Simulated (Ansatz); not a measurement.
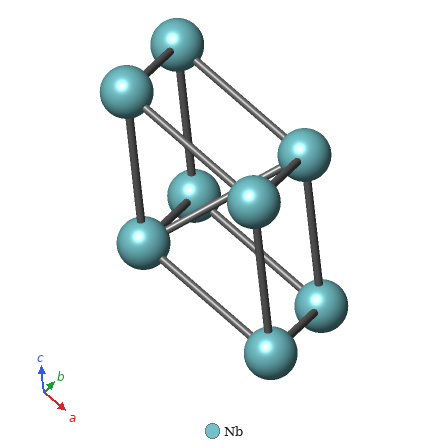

System: Nb, space group Im-3m (No. 229). The picture shows the cell.

Structure:
```xyz
1
Lattice="-1.6640 1.6640 1.6640 1.6640 -1.6640 1.6640 1.6640 1.6640 -1.6640" Properties=species:S:1:pos:R:3 pbc="T T T"
Nb    0.0000    0.0000    0.0000
```

How it was computed, with Ansatz 0.2.0: deformation of a crystal at fixed volume, lengths along the axis scaled against those across it, fractional coordinates fixed, by plane-wave density functional theory with PAW datasets, free energies less that of the undisturbed cell, pressure positive in compression; scalar-relativistic. Level: r2SCAN, no spin polarisation.

```json
{"setting": "wave cutoff", "value": "500 eV"}
{"setting": "k mesh", "value": "22×22×22"}
{"setting": "occupations", "value": "Gaussian"}
{"setting": "smearing width", "value": "0.15 eV"}
{"setting": "k shift", "value": "(0, 0, 0) (mesh steps)"}
{"setting": "start", "value": "as given"}
{"setting": "path", "value": "trigonal"}
{"setting": "axis direction", "value": "(0.5774, 0.5774, 0.5774) (Cartesian unit vector)"}
```

What does the calculation give for the energy change and pressure against relative axial ratio? The relative axial ratio takes the values 0.50, 0.71, 1.00, 1.41, 2.00.

The energy change is 6418 meV/atom at relative axial ratio 0.50 and 1057 meV/atom at 2.00; the lowest computed point is at relative axial ratio 1.00 (0 meV/atom). The pressure goes from 130 GPa at relative axial ratio 0.50 to 12 GPa at 2.00, not monotonically, with a low of −4 GPa at 1.00, and changes sign near 0.94 and 1.23.

| axial ratio relative to the start | energy change (meV/atom) | pressure (GPa) |
| --- | --- | --- |
| 0.50 | 6418 | 130 |
| 0.71 | 565 | 14 |
| 1.00 | 0 | −4 |
| 1.41 | 343 | 3 |
| 2.00 | 1057 | 12 |

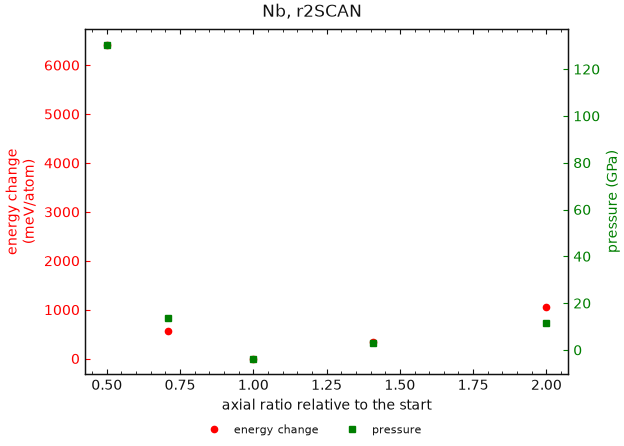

Caveats: atoms far too close at some points of the scan; reference crystal is not relaxed.
